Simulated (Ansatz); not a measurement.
# MgO (Fm-3m):Cd_Mg, thermodynamic levels from a 54-atom cell

Wanted: the transition levels of a substitutional impurity in MgO (Fm-3m), from a cell of 54 host atoms with 1 Mg taken out and 1 Cd put in.

Program: Ansatz 0.2.0. Level of theory: place-levels on r2SCAN runs: charge-transition levels and formation energies with image-charge correction and potential alignment at the atomic sites; PAW set soft_1. Results are calculated unless marked as measured.

Experimental background.

“Electronic structure of alkaline earth and post-transition metal oxides” (2009, arxiv:0908.1581) quotes from earlier work for MgO, rocksalt (bulk crystal): band gap (literature experimental gap) 7.83 eV [Literature value based on experiment; other listed experimental values range from 7.7 to …].

This is a report of a sequence of runs, with most program output left out.

### 1. Set-up

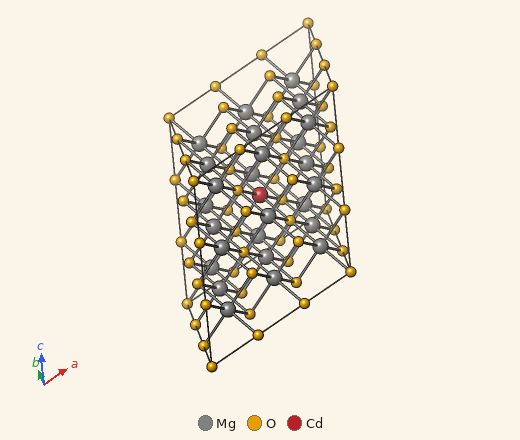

Start, viewed slightly off an axis; magnesium grey, oxygen orange, cadmium red. Bonds to atoms that aren't drawn are left out. Some periodic images of atoms are drawn too.

The cell holds 54 atoms: 26 Mg, 27 O and 1 Cd. Its edges and angles: a = 8.925 Å, b = 8.925 Å, c = 8.925 Å, α = 60.0°, β = 60.0°, γ = 60.0°. It derives from MgO (space group Fm-3m). Nearest the centre at fractional (0.667, 0.667, 0.333): Cd51 at 0.00 Å, O28 at 2.10 Å, O44 at 2.10 Å, O32 at 2.10 Å, O34 at 2.10 Å, O46 at 2.10 Å, O50 at 2.10 Å, Mg9 at 2.98 Å.

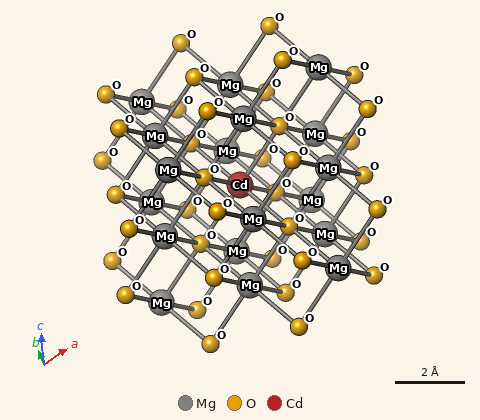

The atoms within 5 Å of the centre.

The host's dielectric constants go in as inputs: 3.24 for the electrons alone, 10.37 with the ions, from a response run on this crystal (DFPT, PBEsol) at that run's own cell.

The cell's shortest repeat is 8.9 Å.

### 2. Charge states

Levels follow from differences of total energies between charge states, each relaxed by itself.

Each atom starts 0.05 Å or so off its site in a random direction: a symmetric start keeps its symmetry, and would miss off-centre moves and Jahn–Teller distortions. Forces are taken at one point at (¼, ¼, ¼). The cell holds 1 electron more than the neutral one, with a uniform background that keeps it neutral on the whole. The electron count is odd, so at least one spin is unpaired; this run locks the moment at 1 μB.

The sampling was tested on the host first: at the k-points planned (1x1x1 shifted 0.25 0.25 0.25) its energy lies 0.020 eV an atom from the dense-mesh value, under the bound of 0.02 eV set for this test; that bounds the host's error, not the defect's.

One state's input; the others differ in charge, spin, start and seed, and in occupations where the table says so.

Input file qm1_M1.relax/input.yaml:

```yaml
crystal:
  lattice:
    - [0.0, 6.31124291, 6.31124291]
    - [6.31124291, 0.0, 6.31124291]
    - [6.31124291, 6.31124291, 0.0]
  atoms:
    - { symbol: Mg, position: [0.0, 0.0, 0.0] }
    - { symbol: O, position: [0.16666667, 0.16666667, 0.16666667] }
[... 6 atom lines left out ...]
    - { symbol: Mg, position: [0.0, 0.33333333, 0.33333333] }
[... 3 atom lines left out ...]
    - { symbol: Mg, position: [0.0, 0.66666667, 0.0] }
[... 1 atom line left out ...]
    - { symbol: Mg, position: [0.0, 0.66666667, 0.33333333] }
[... 5 atom lines left out ...]
    - { symbol: Mg, position: [0.33333333, 0.0, 0.33333333] }
[... 6 atom lines left out ...]
    - { symbol: O, position: [0.5, 0.5, 0.5] }
[... 1 atom line left out ...]
    - { symbol: O, position: [0.5, 0.5, 0.83333333] }
[... 1 atom line left out ...]
    - { symbol: O, position: [0.5, 0.83333333, 0.16666667] }
    - { symbol: Mg, position: [0.33333333, 0.66666667, 0.33333333] }
    - { symbol: O, position: [0.5, 0.83333333, 0.5] }
    - { symbol: Mg, position: [0.33333333, 0.66666667, 0.66666667] }
[... 1 atom line left out ...]
    - { symbol: Mg, position: [0.66666667, 0.0, 0.0] }
[... 1 atom line left out ...]
    - { symbol: Mg, position: [0.66666667, 0.0, 0.33333333] }
[... 4 atom lines left out ...]
    - { symbol: O, position: [0.83333333, 0.5, 0.16666667] }
    - { symbol: Mg, position: [0.66666667, 0.33333333, 0.33333333] }
    - { symbol: O, position: [0.83333333, 0.5, 0.5] }
    - { symbol: Mg, position: [0.66666667, 0.33333333, 0.66666667] }
[... 1 atom line left out ...]
    - { symbol: Mg, position: [0.66666667, 0.66666667, 0.0] }
    - { symbol: O, position: [0.83333333, 0.83333333, 0.16666667] }
    - { symbol: Cd, position: [0.66666667, 0.66666667, 0.33333333] }
[... 1 atom line left out ...]
    - { symbol: Mg, position: [0.66666667, 0.66666667, 0.66666667] }
    - { symbol: O, position: [0.83333333, 0.83333333, 0.83333333] }
  host:
    repeats: [3, 3, 3]
    atoms:
      - { symbol: Mg, position: [0.0, 0.0, 0.0] }
      - { symbol: O, position: [0.5, 0.5, 0.5] }
total_charge: -1
basis:
  ecutwfc: 500
  xc_grid: 2
hamiltonian:
  xc: r2scan
  pseudopotentials: { kind: paw, azcp: { folder: soft_1 } }
kpoints:
  mp_grid: { grid: [1, 1, 1], shift: [0.25, 0.25, 0.25] }
magnetization:
  spin_polarized: true
  initial_magnetization: 1
  spin_locking: { lock_magnetization: hard }
scf:
  occupations: { method: fixed }
  max_iter: 60
output:
  forces: true
  charged_corrections:
    epsilon: 3.24
    static_epsilon: 10.37
    defect_position: [0.666667, 0.666667, 0.333333]
relax:
  f_tol: 0.02
  max_steps: 80
  random_displacement: { amplitude: 0.05, seed: 9991 }
checkpoint:
  write: "../qm1_M1.relax.run"
  compress: false
  write_wavefunctions: true
  write_every: 100000
```

Command:

```console
> ansatz run input.yaml --threads 4 --pin off --max-ram 7536MiB --backend cpu --events-out ev --progress --plain --runs-dir out
```

Defect states can disperse in a cell of this size, so the energy is taken again at a 2×2×2 shifted mesh, on the relaxed structure.

The run of this state that the levels use, under r2SCAN:

Input file qm1_M1.point/input.yaml:

```yaml
crystal:
  checkpoint: "../qm1_M1.relax.run"
  host: checkpoint
total_charge: -1
basis:
  ecutwfc: 500
  xc_grid: 2
hamiltonian:
  xc: r2scan
  pseudopotentials: { kind: paw, azcp: { folder: soft_1 } }
kpoints:
  mp_grid: { grid: [2, 2, 2], shift: [0.5, 0.5, 0.5] }
magnetization:
  spin_polarized: true
  initial_magnetization: 1
  spin_locking: { lock_magnetization: hard }
scf:
  occupations: { method: fermi_dirac, width: 0.01 }
  max_iter: 60
output:
  forces: true
  eigenvalues: true
  charged_corrections:
    epsilon: 3.24
    static_epsilon: 10.37
    defect_position: [0.666667, 0.666667, 0.333333]
  eigenstates: { localisation: true }
  populations: true
  efg: {}
  band_densities: [{ bands: [v1, v1] }, { bands: [c1, c1] }]
  write_density: true
  write_potential: true
  volumetric_format: npy
checkpoint:
  read: "../qm1_M1.relax.run"
  write: "../qm1_M1.point.run"
  compress: false
  write_wavefunctions: false
  write_every: 100000
```

Relaxations under r2SCAN at one point at (¼, ¼, ¼); times on 4 threads of Arm Neoverse V2, shared host:

```tsv
charge	moment (μB)	occupations	outcome	steps	largest displacement against the far atoms (Å)	time
−1	1	fixed	converged	5	0.16	2 min
0	0	fixed	converged	7	0.12	63 s
+1	1	fixed	converged	5	0.11	2.8 min
```

Single points under r2SCAN at a 2×2×2 shifted mesh; times on 4 threads of Arm Neoverse V2, shared host:

```tsv
charge	moment (μB)	occupations	outcome	time
−1	1	fermi-dirac	converged	2.5 min
0	0	fermi-dirac	converged	50 s
+1	1	fermi-dirac	converged	2.4 min
```

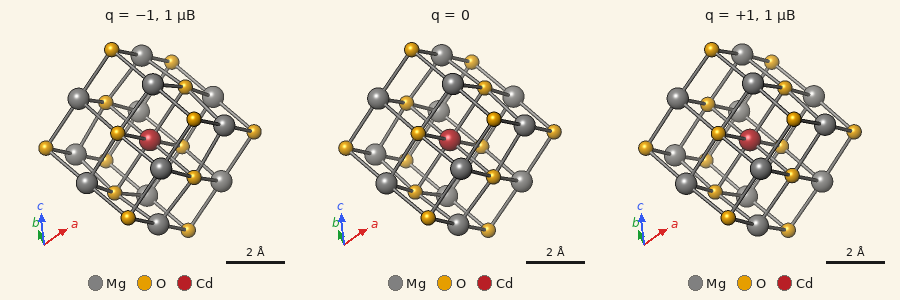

The structures near the centre after relaxation with r2SCAN, by charge.

Distances (Å) from Cd51 to the nearest atoms after relaxation with r2SCAN:

```tsv
charge	moment (μB)	1.	2.	3.	4.	5.	6.
−1	1	O 2.26	O 2.26	O 2.26	O 2.26	O 2.26	O 2.26
0	0	O 2.22	O 2.22	O 2.22	O 2.22	O 2.22	O 2.22
+1	1	O 2.15	O 2.15	O 2.19	O 2.19	O 2.22	O 2.22
```

### 3. Levels against the band edges, r2SCAN

A charged cell interacts with its images and the background, and its potential has another zero than the host's. place-levels removes the first by a point-charge model, screened by the static dielectric constant since the ions have relaxed around the charge, and the second by comparing potentials at atoms far from the defect.

The host is a run of the defect-free crystal in the same cutoffs, grids and k-points, so that basis and sampling errors cancel in part in the differences. The host is run in a cell of 2 atoms on a matching mesh. Its band edges are searched through the zone by a band path, so the gap is smaller than, or equal to, that on the mesh. Chemical potentials are energies per atom of Mg (hcp) and Cd (hcp), run with the same functional and cutoff.

Input file levels.point.yaml:

```yaml
host:
  run: host.point.run
states: [qm1_M1.point.run, q0.point.run, qp1_M1.point.run]
geometry_from:
  qm1_M1.point.run: qm1_M1.relax.run
  q0.point.run: q0.relax.run
  qp1_M1.point.run: qp1_M1.relax.run
chemical_potentials:
  Mg:
    energy: -1926.407918
    dataset: "<sha256 of the dataset>"
  Cd:
    energy: -8268.253598
    dataset: "<sha256 of the dataset>"
epsilon: 3.24
static_epsilon: 10.37
vertical:
  - { from: qm1_M1.point.run, to: qm1_M1.point_neutral.run }
  - { from: qp1_M1.point.run, to: qp1_M1.point_neutral.run }
```

Command:

```console
> ansatz place-levels levels.point.yaml -- --threads 4 --pin off --max-ram 7536MiB
```

The job ended after 0.27 s (4 threads of Arm Neoverse V2, shared host).

Levels between the charges placed, in eV above the valence top:

```tsv
	gap (eV)	(+1/0)	(0/−1)
r2SCAN	5.68	-0.01	5.75
```

Corrections by state:

```tsv
charge	moment (μB)	image terms and alignment (eV)	band filling (eV)	ε used	over the lowest of its charge, as the program ranks them, band filling apart (eV)
+1	1.0	0.618	-	10.37	0.000
0	0.0	0.000	-	-	0.000
−1	1.0	-0.163	-0.617	10.37	0.000
```

The charged structures listed were also run neutral, and place-levels reads from each pair, by the potential or the spins, how wide the charge is by which they differ; that can be the carrier of either run.

```tsv
charge	rms radius (Å)	spread where it is widest against the cell (Å)	wide from (Å)	reading
+1	2.7	1.56	1.26	wide
−1	2.5	1.42	1.26	wide
```

The neutral runs of these pairs need not share the spin of the lowest neutral state, and very wide values only mean spread over the cell.

From the program's caveats on the states, each cut to its opening words:

- charge +1 (1 μB): it parts from the run at its places by a charge that spreads by about 1.6 Å along one vector (1.3 Å or more is wide), by its potential at epsilon 3.24, taken [...]
- charge +1 (1 μB), 0, −1 (1 μB): its alignment with the host at atomic sites is doubtful: the cell is too small to show whether the defect's potential has decayed: take a larger one
- charge +1 (1 μB): the host's ions (past the first shell or, of a walk that freed a part, those that it held) aren't shown at rest: they stand up to 0.044 Å off their sites, 0.97 [...]
- charge +1 (1 μB), −1 (1 μB): flagged: stability check not made
- charge −1 (1 μB): it parts from the run at its places by a charge that spreads by about 1.4 Å along one vector (1.3 Å or more is wide), by its potential at epsilon 3.24, taken [...]
- charge −1 (1 μB): a band-filling correction moves a carrier to the host's band edge, which changes its energy by -0.617 eV
- charge −1 (1 μB): the host's ions (past the first shell or, of a walk that freed a part, those that it held) aren't shown at rest: they stand up to 0.024 Å off their sites, 0.34 [...]
- charge −1 (1 μB): its moments are held at its close (magnetization.spin_locking), by a field of 0.197 eV a Bohr magneton, and its energy and levels are of the state that this [...]

The host's formation energy from the elements is -2.963 eV per atom; it sets how far the chemical potentials can move.

Formation energies (eV), Mg-rich (Δμ(Mg) = 0.00 eV, Δμ(O) = -5.93 eV, Δμ(Cd) = 0.00 eV):

```tsv
charge	Fermi level at the valence top	at the conduction bottom
+1	4.42	10.10
0	4.41	4.41
−1	10.16	4.48
```

Formation energies (eV), O-rich (Δμ(O) = 0.00 eV, Δμ(Mg) = -5.93 eV, Δμ(Cd) = 0.00 eV):

```tsv
charge	Fermi level at the valence top	at the conduction bottom
+1	-1.50	4.17
0	-1.51	-1.51
−1	4.24	-1.44
```

The charge transition levels (eV, zero at the valence-band top of the host):

```tsv
	conduction bottom	valence top
Cd_Mg	5.68	0.00
```

```tsv
	level	energy (eV)
Cd_Mg	(+1/0)	-0.01
Cd_Mg	(0/−1)	5.75
```

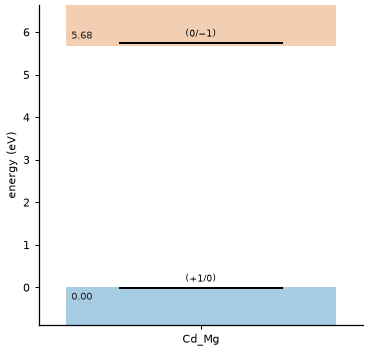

Charge transition levels. Shaded: valence and conduction bands.

### 4. Effect of the sampling

The relaxations' own energies give the levels at their sampling, for comparison.

Input file levels.relax_mesh.yaml:

```yaml
host:
  run: host.relax.run
states: [qm1_M1.relax.run, q0.relax.run, qp1_M1.relax.run]
chemical_potentials:
  Mg:
    energy: -1926.407918
    dataset: "<sha256 of the dataset>"
  Cd:
    energy: -8268.253598
    dataset: "<sha256 of the dataset>"
```

Command:

```console
> ansatz place-levels levels.relax_mesh.yaml -- --threads 4 --pin off --max-ram 7536MiB
```

The job ended after 0.09 s (4 threads).

Levels between neighbouring charges, in eV above the valence top:

```tsv
	gap (eV)	(+1/0)	(0/−1)
one point at (¼, ¼, ¼)	5.66	0.01	5.79
a 2×2×2 shifted mesh	5.68	-0.01	5.75
```

Going from one point at (¼, ¼, ¼) to a 2×2×2 shifted mesh moves the levels that carry no band-filling term by up to 0.01 eV and formation energies against the elements by up to 0.04 eV; band-filling terms, which differ between samplings, are in these energies.

### 5. Summary of results

```
gap of the host                                                          : 5.68 eV (r2SCAN)
level (plus 1/0)                                                         : 0.01 eV below the valence top
level (0/minus 1)                                                        : 5.75 eV above the valence top, past the conduction bottom (6.37 eV above the valence top without the band-filling term)
lowest of the charges placed, just above the valence top (0.02 eV)       : 0
lowest of the charges placed, just below the conduction bottom (0.02 eV) : 0
lowest formation energy at mid-gap of the charges run, Mg-rich           : 4.41 eV
lowest formation energy at mid-gap of the charges run, O-rich            : -1.51 eV
```

**Reading.** Of the charges placed (−1, 0 and +1), 0 is the lowest from 0.02 eV above the valence top to 0.02 eV below the conduction bottom, a gap of 5.68 eV. (+1/0) lies 0.01 eV from a band edge, less than the doubt on such levels. States placed: +1 at 1 μB; 0 at 0 μB; −1 at 1 μB. Other spin states or structures, where not listed, weren't placed. The program finds carriers beyond a band edge of the host and adds a band-filling term at charge −1 (-0.62 eV); steps to such a charge show no bound level, and a defect level inside a band would be read the same way. Cd is taken at its element; compounds, which aren't counted here, bound the chemical potentials and would shift these formation energies. The lowest formation energy (O-rich) is negative across the gap, so the defect would form by itself: these chemical potentials lie beyond what competing compounds allow, or the host is unstable against it. Going from one point at (¼, ¼, ¼) to a 2×2×2 shifted mesh moves the levels that carry no band-filling term by up to 0.01 eV and formation energies against the elements by up to 0.04 eV; band-filling terms, which differ between samplings, are in these energies. The program doubts the alignment of potentials for at least one state, a sign that the cell is small. Keep in mind: the images are only 8.9 Å apart; r2SCAN makes the gap too small and tends to spread out bound carriers; where a gas molecule sets a chemical potential or the host's formation energy, its binding is uncorrected; spin–orbit coupling, which can matter with heavy atoms, is left out; force components of up to 0.46 eV/Å remain in a run at the final settings.

Calculation against experiment:

| quantity | measured | r2SCAN |
| --- | --- | --- |
| band gap (least gap of the host) (eV) | 7.83 | 5.68 (-2.15 eV) |

Measured values from arxiv:0908.1581 (2009).

How well it matches: The band gap is off by -2.15 eV: a clear miss. Local and semilocal functionals usually give gaps below the measured ones. Zero-point and thermal motion shift the measured gap.

[Logs are printed without paths, hosts, clocks, repeated set-up lines and the standing remarks that a program may print on its own settings, such as how far it seeks lower states.]

[Hosts, paths, dates, database ids (printed as entryN), source tags and the programs' standing remarks are cut or masked in the printed files.]

[Where a table of states has a column of steps, it counts the stored structures, which are thinned; the runs took as many ionic steps or more.]

[A defect's name tells the site on which it was built; relaxed atoms can leave that site.]

[For some hosts the program warned that the k-mesh of the response run may be too coarse for force constants and the static dielectric constant; such warnings are not shown here.]
